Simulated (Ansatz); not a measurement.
**Si$_{3}$N: geometry relaxation (part 2 of 2)**

Continued. System: Si$_{3}$N (slab, 8 atoms in the cell). Method: DFT PBEsol, scalar-relativistic, plane waves, PAW, no spin polarisation (Ansatz 0.2.0); cutoff 420 eV, 9×9×1 k-mesh, Gaussian smearing of 0.05 eV. The structure derives from a Materials Project entry. The input holds or restrains some coordinates. Forces given for the steps count only the free coordinates. It belongs to a series of runs on one base structure; here: N2 put at a top Si site.

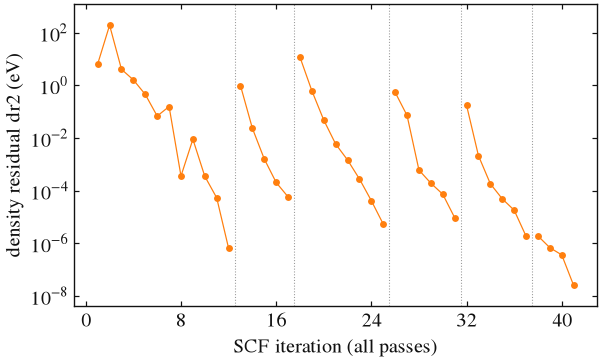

Fig. 1: Convergence of the self-consistent field: density residual dr2 against the SCF iteration. The dotted lines part the SCF passes of the relaxation: geometry steps, rejected trials and re-solves on a re-selected basis. The 6 passes take 4 to 12 iterations each, 41 in all.

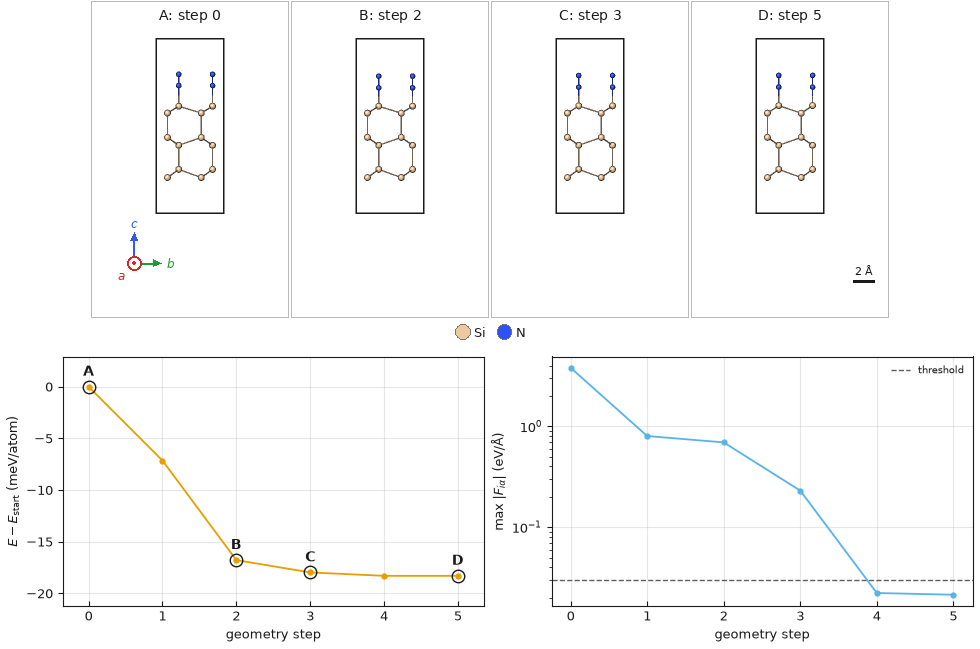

Fig. 2: Frames of the restrained relaxation (ball-and-stick view of the 1 × 2 repeat of the cell, with the vacuum cut short, along the a axis) above the curves, on which the letters mark them (the first geometry is step 0 here and step 1 in the log).

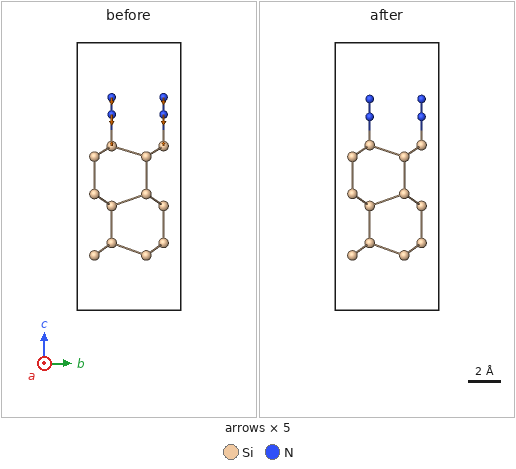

Fig. 3: Before (left) and after (right) the restrained relaxation, at one scale (ball-and-stick view of the 1 × 2 repeat of the cell, with the vacuum cut short, along the a axis). The orange arrows give the displacements, magnified 5 times. After 5 geometry steps the energy has fallen by 18.3 meV per atom. The largest force component goes from 3.8 to 0.021 eV/Å. The atom that moves furthest is N7 (0.15 Å). By element the largest moves are N 0.15 Å, Si 0.06 Å. The lattice vectors keep their values. Among the contacts that change: Si6–N7 2.020 → 1.813 Å, N7–N8 1.100 → 1.139 Å, Si4–Si5 2.393 → 2.366 Å, Si5–Si6 2.308 → 2.330 Å. (Atoms are counted from 1 in the order of the input.)

```
WARN: The output density's exchange-correlation potential varies sharply where the density is thin. Do not read a vacuum level from v_tot or v_xc, or from such a field of the output density. On a cell that repeats whose density bears no net charge and no dipole along the vacuum's axis use v_es (v_loc + v_h of the components); under efield.dipole_correction with no amplitude use v_es + v_field, which holds any external_charges[].barrier, or the levels of the report's work_function block, which leave it out; under a non-zero efield.amplitude the vacuum is tilted and has no level; on a cell that repeats and bears such a dipole with no correction it is tilted too, and efield.dipole_correction with no amplitude gives each side of its ramp a level where efield: is served; in a cell that repeats whose density bears a net charge (total_charge, or a fill off its count) it is curved and has none; of a slab under crystal.periodic whose density bears no net charge use v_es, which has a level on each side, short of where the two are joined; of another it falls or rises all the way out and has none; of a slab beside external_charges read slab_vacuum_level instead, which it has where they leave it neutral. The grid or the basis barely resolves most such structure, and the values can differ between equally converged runs; as a rule a tighter scf.convergence.dr2_threshold does not remove it. Where the density itself ripples (under the LDA too) a higher basis.ecutwfc lessens it. The files hold the spikes' plane waves up to the density's cutoff. Files: v_tot_of_output_density and the like, and their columns of v_z.tsv (output.write_potential); v_xc_of_output_density and the like, and their columns of v_comp_z.tsv (output.write_potential_components). Measured: with its Gaussian average of σ = 0.25 Å subtracted twice, the exchange-correlation potential is over 0.1 eV at 91 of the grid points where the equally averaged density (valence and model cores) is under 1e-3 e/Å³, and 0.175 eV at the most among them, at an averaged density of 8.2e-4 e/Å³. The input density's (outcome.potential() and, of a run that writes arrays, v_tot and v_xc) is over 0.1 eV, so measured, at 91 points of its own thin density, 0.176 eV at the most. See output.write_potential in the manual, Limitations
SCF converged after 4 iterations
Free energy (F): -4482.884255 eV
Harris-Foulkes:  -4482.884255 eV  (|F-HF|=2.95e-8)
Internal energy: -4482.874088 eV  (E = F + TS)
E sigma→0 (E₀):  -4482.879171 eV
Entropy (-TS):   -0.010166 eV (-1.271 meV/atom)
Fermi energy:    -0.187319 eV
Dipole field:    D = 0.021899 V/Å  (p = 0.041738 e·Å, saw-weighted, corrected)
Work function:   Φ+ = 4.5691 eV   Φ− = 5.1652 eV
Levels:          The Fermi level and band energies are counted from a zero that moves with the ramp; work functions are not
--- Per-component energies (eV) ---
  E_band       = -250.424194
  E_kinetic    = 493.756761
  E_local      = -12431.599173  (includes V_loc(G=0)·N_el)
  E_nonlocal   = 251.337979
  E_hartree    = 5956.734694
  E_xc         = -440.931132
  E_vxc        = -424.414654  (∫ρ·V_xc dr)
  E_paw        = -3238.152544  (= ΣΔE_a)
  E_vpaw       = -52.822930  (= ΣTr[D̂ρ^β])
  E_aug_tail   = 0.000213  (compensation charges beyond the density's cutoff)
  E_efield     = 0.000457  (sawtooth field / dipole correction)
  E_vefield    = -0.162546  (∫n·V_field dr)
  E_ewald      = 4925.733095
  E_core_change = 0.245562  (= ΣΔE_core)
  E_smearing   = -0.010166  (= −TS)
  E_closure    = -0.000000  (closes the sum)
  Σ components = -4482.884255   (vs F -4482.884255, Δ=0.00e0)
--- Forces (eV/Å), atoms counted from 1 ---
  atom   1  Si     0.00000000    -0.00000000     0.40975531
  atom   2  Si     0.00000000     0.00000000    -0.55273019
  atom   3  Si    -0.00000000     0.00000000     0.14237399
  atom   4  Si     0.00000000    -0.00000000    -0.01223975
  atom   5  Si     0.00000000    -0.00000000     0.01223429
  atom   6  Si    -0.00000000     0.00000000     0.00915007
  atom   7  N      0.00000000    -0.00000000    -0.02136078
  atom   8  N      0.00000000    -0.00000000     0.01280868
  max |Σ_I F_I| component: 8.37e-6 eV/Å
--- Band table (eV; the first three rows and the last of 12) ---
  k-point 0: bands = ["-24.3599", "-14.2914", "-12.0925", "-11.0440", "-10.1711", "-8.0609", "-8.0609", "-7.8081", "-6.0323", "-3.5266", "-2.1921", "-2.1921", "-1.1729", "-1.1729", "-0.2645", "-0.1739", "-0.1739", "0.3542", "0.5842", "0.5842", "1.4019", "2.0635", "2.0635", "2.8343", "2.8343"]
  k-point 1: bands = ["-24.3547", "-14.2321", "-11.9646", "-10.9275", "-10.0371", "-8.1501", "-8.0779", "-7.7666", "-5.9751", "-3.5538", "-3.1310", "-2.4501", "-2.1681", "-1.4370", "-1.1488", "-0.4296", "-0.1881", "0.3699", "0.6124", "0.9814", "1.6721", "2.2445", "2.4995", "2.7263", "3.2765"]
  k-point 2: bands = ["-24.3415", "-14.0788", "-11.5884", "-10.5801", "-9.6375", "-8.3296", "-8.1197", "-7.7102", "-5.9800", "-4.7361", "-3.8485", "-3.4504", "-2.9463", "-2.4893", "-1.9448", "-0.9330", "-0.3299", "0.3098", "0.6031", "0.7287", "1.4147", "2.1416", "2.6945", "3.4518", "3.5357"]
  k-point 11: bands = ["-24.3095", "-13.7027", "-9.6883", "-8.9137", "-8.5297", "-8.5178", "-8.2474", "-7.6011", "-7.1598", "-7.0225", "-6.6473", "-5.6348", "-4.6829", "-3.6395", "-3.4456", "-2.7298", "-0.2874", "-0.2155", "0.3207", "1.4081", "1.7453", "3.2043", "3.7358", "4.0333", "4.6306"]
--- Relaxed structure (6 steps of the walk, 6 accepted, 0 SCFs on fresh bases) ---
  F+E_penalty+E_count = -4482.88425462 eV   max|allowed force component| = 2.136e-2 eV/Å
  atoms:
    - { symbol: Si, position: [0.6666666666666666, 0.3333333333333333, 0.3122574063] }
    - { symbol: Si, position: [0.3333333333333333, 0.6666666666666666, 0.3415299163] }
    - { symbol: Si, position: [0.3333333333333333, 0.6666666666666666, 0.42842268850000004] }
    - { symbol: Si, position: [0.6666666666666666, 0.3333333333333333, 0.45693229457642837] }
    - { symbol: Si, position: [0.6666666666666666, 0.3333333333333333, 0.5438483612908896] }
    - { symbol: Si, position: [0.3333333333333333, 0.6666666666666666, 0.5711780135423474] }
    - { symbol: N, position: [0.3333333333333333, 0.6666666666666666, 0.637770073871495] }
    - { symbol: N, position: [0.3333333333333333, 0.6666666666666666, 0.6796292958149899] }
```

Trajectory as extended XYZ (Å, eV, eV/Å), 6 frames, from step=1 to step=6
```
8
Lattice="3.8249 0.0000 0.0000 -1.9124 3.3125 0.0000 0.0000 0.0000 27.2211" Properties=species:S:1:pos:R:3:forces:R:3 step=1 energy=-4482.73790
Si    1.9124    1.1041    8.5000    0.0000   0.0000   0.3995
Si    0.0000    2.2083    9.2968    0.0000   0.0000  -0.5280
Si    0.0000    2.2083   11.6622    0.0000   0.0000   0.1180
Si    1.9124    1.1041   12.4243    0.0000   0.0000   0.1413
Si    1.9124    1.1041   14.8176    0.0000   0.0000  -0.1157
Si    0.0000    2.2083   15.4882    0.0000   0.0000   0.3423
N     0.0000    2.2083   17.5082    0.0000   0.0000  -3.8083
N     0.0000    2.2083   18.6082    0.0000   0.0000   3.4505
8
Lattice="3.8249 0.0000 0.0000 -1.9124 3.3125 0.0000 0.0000 0.0000 27.2211" Properties=species:S:1:pos:R:3:forces:R:3 step=2 energy=-4482.79503
Si    1.9124    1.1041    8.5000    0.0000   0.0000   0.4052
Si    0.0000    2.2083    9.2968    0.0000   0.0000  -0.5293
Si    0.0000    2.2083   11.6622    0.0000   0.0000   0.1065
Si    1.9124    1.1041   12.4267    0.0000   0.0000   0.0677
Si    1.9124    1.1041   14.8066    0.0000   0.0000  -0.0902
Si    0.0000    2.2083   15.4756    0.0000   0.0000   0.5868
N     0.0000    2.2083   17.4768    0.0000   0.0000  -0.8021
N     0.0000    2.2083   18.6031    0.0000   0.0000   0.2548
8
Lattice="3.8249 0.0000 0.0000 -1.9124 3.3125 0.0000 0.0000 0.0000 27.2211" Properties=species:S:1:pos:R:3:forces:R:3 step=3 energy=-4482.87209
Si    1.9124    1.1041    8.5000    0.0000   0.0000   0.4246
Si    0.0000    2.2083    9.2968    0.0000   0.0000  -0.5725
Si    0.0000    2.2083   11.6622    0.0000   0.0000   0.1388
Si    1.9124    1.1041   12.4359    0.0000   0.0000  -0.0021
Si    1.9124    1.1041   14.8058    0.0000   0.0000  -0.2955
Si    0.0000    2.2083   15.4854    0.0000   0.0000   0.1114
N     0.0000    2.2083   17.2875    0.0000   0.0000   0.6933
N     0.0000    2.2083   18.4315    0.0000   0.0000  -0.4981
8
Lattice="3.8249 0.0000 0.0000 -1.9124 3.3125 0.0000 0.0000 0.0000 27.2211" Properties=species:S:1:pos:R:3:forces:R:3 step=4 energy=-4482.88162
Si    1.9124    1.1041    8.5000    0.0000   0.0000   0.4144
Si    0.0000    2.2083    9.2968    0.0000   0.0000  -0.5558
Si    0.0000    2.2083   11.6622    0.0000   0.0000   0.1272
Si    1.9124    1.1041   12.4343    0.0000   0.0000   0.0202
Si    1.9124    1.1041   14.8043    0.0000   0.0000  -0.0949
Si    0.0000    2.2083   15.5217    0.0000   0.0000   0.2303
N     0.0000    2.2083   17.3527    0.0000   0.0000  -0.0584
N     0.0000    2.2083   18.4917    0.0000   0.0000  -0.0813
8
Lattice="3.8249 0.0000 0.0000 -1.9124 3.3125 0.0000 0.0000 0.0000 27.2211" Properties=species:S:1:pos:R:3:forces:R:3 step=5 energy=-4482.88425
Si    1.9124    1.1041    8.5000    0.0000   0.0000   0.4096
Si    0.0000    2.2083    9.2968    0.0000   0.0000  -0.5529
Si    0.0000    2.2083   11.6622    0.0000   0.0000   0.1426
Si    1.9124    1.1041   12.4382    0.0000   0.0000  -0.0124
Si    1.9124    1.1041   14.8042    0.0000   0.0000   0.0124
Si    0.0000    2.2083   15.5481    0.0000   0.0000   0.0094
N     0.0000    2.2083   17.3608    0.0000   0.0000  -0.0222
N     0.0000    2.2083   18.5003    0.0000   0.0000   0.0132
8
Lattice="3.8249 0.0000 0.0000 -1.9124 3.3125 0.0000 0.0000 0.0000 27.2211" Properties=species:S:1:pos:R:3:forces:R:3 step=6 energy=-4482.88425
Si    1.9124    1.1041    8.5000    0.0000   0.0000   0.4098
Si    0.0000    2.2083    9.2968    0.0000   0.0000  -0.5527
Si    0.0000    2.2083   11.6622    0.0000   0.0000   0.1424
Si    1.9124    1.1041   12.4382    0.0000   0.0000  -0.0122
Si    1.9124    1.1041   14.8042    0.0000   0.0000   0.0122
Si    0.0000    2.2083   15.5481    0.0000   0.0000   0.0092
N     0.0000    2.2083   17.3608    0.0000   0.0000  -0.0214
N     0.0000    2.2083   18.5003    0.0000   0.0000   0.0128
```

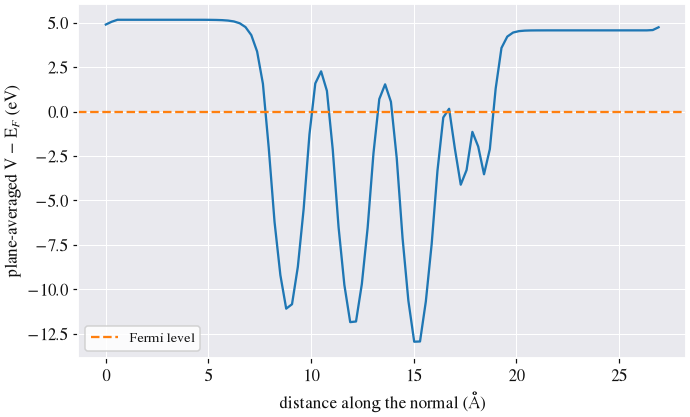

Fig. 4: Plane average of the electrostatic potential energy of an electron across the cell, from the Fermi level. The vacuum level lies 4.57 eV above the Fermi level on the upper side and 5.17 eV on the lower.

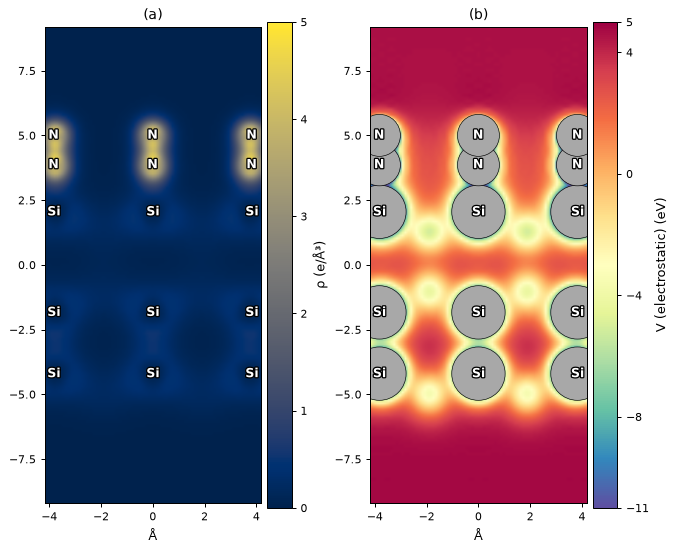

Fig. 5: (a) valence pseudo-density; (b) electrostatic potential energy of an electron on the (010) plane of the calculation cell, a cut from vacuum to vacuum. Grey discs, where drawn, cover atomic cores. Atoms in the plane: Si and N. N–N (1.14 Å): ρ at the midpoint is about 4 e/Å³. Si–N (1.81 Å): the density is about 0.83 e/Å³ at the midpoint. The density dies away to nearly zero in the vacuum. In a PAW calculation such maps are meaningful between the atoms, not at the nuclei.

The run was set up as follows.

Input
```yaml
crystal:
  lattice:
    - [3.8248883482, 0.0, 0.0]
    - [-1.9124441741, 3.3124504762, 0.0]
    - [0.0, 0.0, 27.2211317575]
  atoms:
    - { symbol: Si, position: [0.6666666667, 0.3333333333, 0.3122574063] }
    - { symbol: Si, position: [0.3333333333, 0.6666666667, 0.3415299163] }
    - { symbol: Si, position: [0.3333333333, 0.6666666667, 0.4284226885] }
    - { symbol: Si, position: [0.6666666667, 0.3333333333, 0.4564202391] }
    - { symbol: Si, position: [0.6666666667, 0.3333333333, 0.5443410684] }
    - { symbol: Si, position: [0.3333333333, 0.6666666667, 0.5689762176] }
    - { symbol: "N", position: [0.3333333333, 0.6666666667, 0.6431832718] }
    - { symbol: "N", position: [0.3333333333, 0.6666666667, 0.6835930538] }
basis:
  ecutwfc: 420
kpoints:
  mp_grid: { grid: [9, 9, 1] }
hamiltonian:
  xc: pbesol
scf:
  occupations: { method: gaussian, width: 0.05 }
output:
  forces: true
  eigenvalues: true
  write_density: true
  write_potential: true
  elf: true
  volumetric_format: npy
relax:
  adjacent_minimum: "off"
  f_tol: 0.03
  max_steps: 70
  constraints: [{ sites: [0, 1, 2] }]
efield:
  axis: 3
  dipole_correction: true
  ramp_width: 0.04
```

Launched with:
```bash
ansatz run input.yaml --threads 1 --pin off --max-ram 2560MiB --backend cpu --events-out ev --progress --plain --runs-dir out
```

Results in brief

```json
{"quantity": "outcome", "value": "converged under the restraints of the input"}
{"quantity": "electrons treated", "value": "34"}
{"quantity": "free energy", "value": "−4482.8843 eV"}
{"quantity": "work function, top face", "value": "4.57 eV"}
{"quantity": "work function, bottom face", "value": "5.17 eV"}
{"quantity": "Fermi energy", "value": "−0.187 eV"}
{"quantity": "gap on the k-point mesh", "value": "none (metallic)"}
{"quantity": "final volume", "value": "344.89 Å³"}
{"quantity": "work function (upper face)", "value": "4.57 eV"}
{"quantity": "largest force (length of the vector) at the end, held atoms and coordinates included", "value": "0.553 eV/Å"}
{"quantity": "hardware", "value": "1 thread of AMD EPYC (Zen 5), 64 GiB of memory available, shared host"}
{"quantity": "wall time", "value": "29 s"}
{"quantity": "peak memory", "value": "0.56 GiB"}
```

Remarks

The program warns: the exchange-correlation potential is rough where the density is thin.
